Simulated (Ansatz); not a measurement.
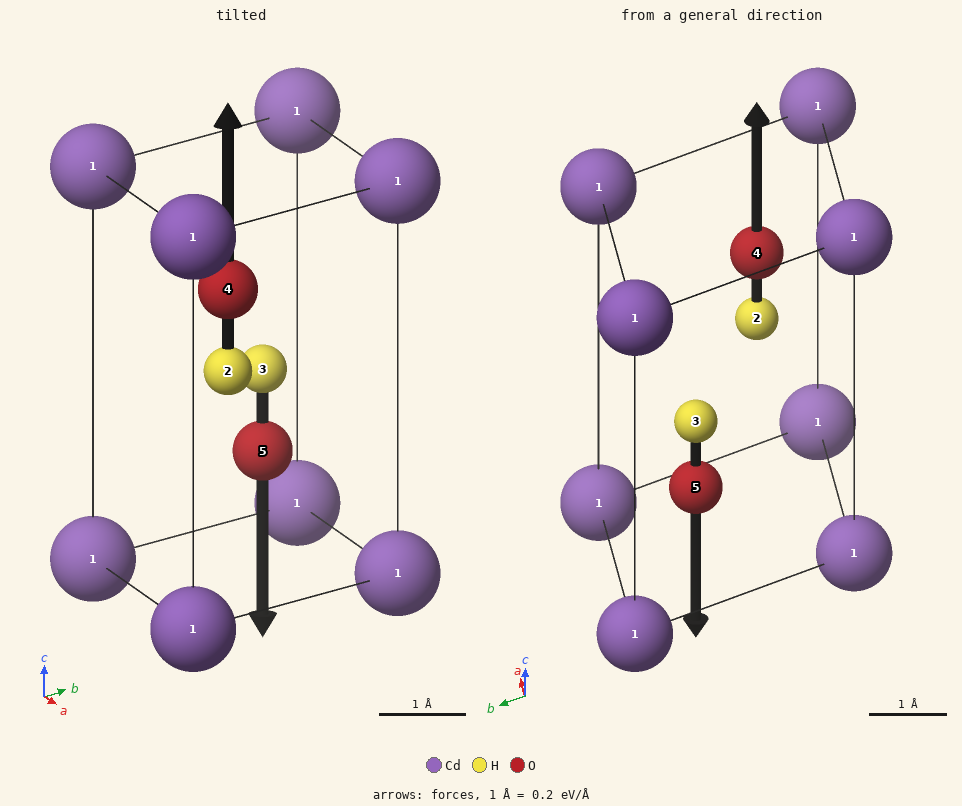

The figure gives a spheres-only picture of the atoms, viewed slightly off an axis and from a general direction. The simulation cell is outlined; an atom on or near a face, edge or corner is repeated at each equivalent position. The arrows are the computed forces on the atoms.

System: CdH2O2. Theory: DFT PBEsol, scalar-relativistic, plane waves, PAW (Ansatz). Numerical settings: 420 eV cutoff, 9×9×6 k-mesh, Gaussian smearing of 0.05 eV, no spin polarisation.

Would an optimiser stop at this geometry?

No. The atoms still feel forces of up to about 0.38 eV/Å, far above a usual threshold of 0.01 to 0.03 eV/Å.

Identify the atom with the maximum force.

O4 and O5, about 0.38 eV/Å.

The structure was taken from a structure listed in the Materials Project. The cell was then strained or its atoms displaced on purpose. It was run through Ansatz as a DFT input.
